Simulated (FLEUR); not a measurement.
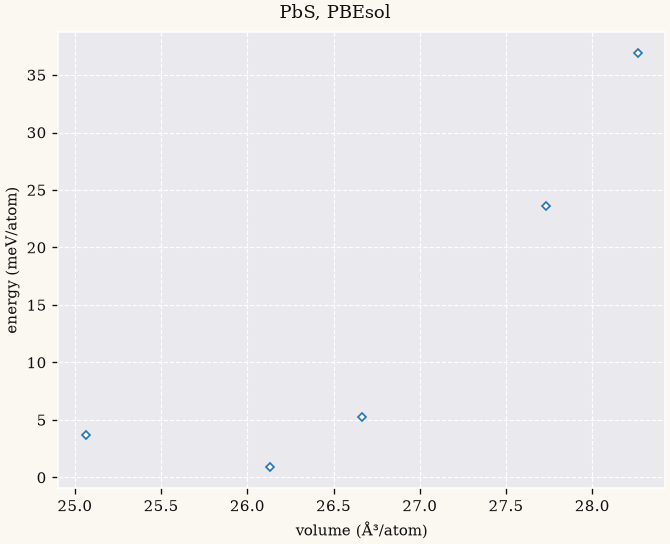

The picture above shows the energy against volume for PbS, space group Cmcm (No. 63).

Starting cell:
```
CELL_PARAMETERS angstrom
2.07995 -5.99130 0.00000
2.07995 5.99130 0.00000
0.00000 0.00000 4.27932
ATOMIC_POSITIONS crystal
Pb 0.13056 0.86944 0.25000
Pb 0.86944 0.13056 0.75000
S 0.35480 0.64520 0.25000
S 0.64520 0.35480 0.75000
```

How it was computed, with FLEUR MaX-R8.1 (later development tree): all-electron LAPW DFT, no spin polarisation; energies at scaled volumes of the given cell, shape and fractions fixed, counted from the fit's minimum, third-order Birch-Murnaghan fit. Level: PBEsol.

- k mesh: 7×7×6
- occupations: Fermi–Dirac
- smearing width: 0.05 eV
- potentials: all electron
- program settings: basis FLAPW, kmax 5.03 1/bohr

The points at volume 25.60 Å³/atom and 27.20 Å³/atom are left out of the plot. What values does the calculation give there?

```
volume (Å³/atom)  energy (meV/atom)
           25.60               0.22
           27.20              12.95
```

Keep in mind: spin-orbit coupling left out, heavy elements; shape and atomic fractions are frozen while scaling, which makes layered, chain and framework solids too stiff.
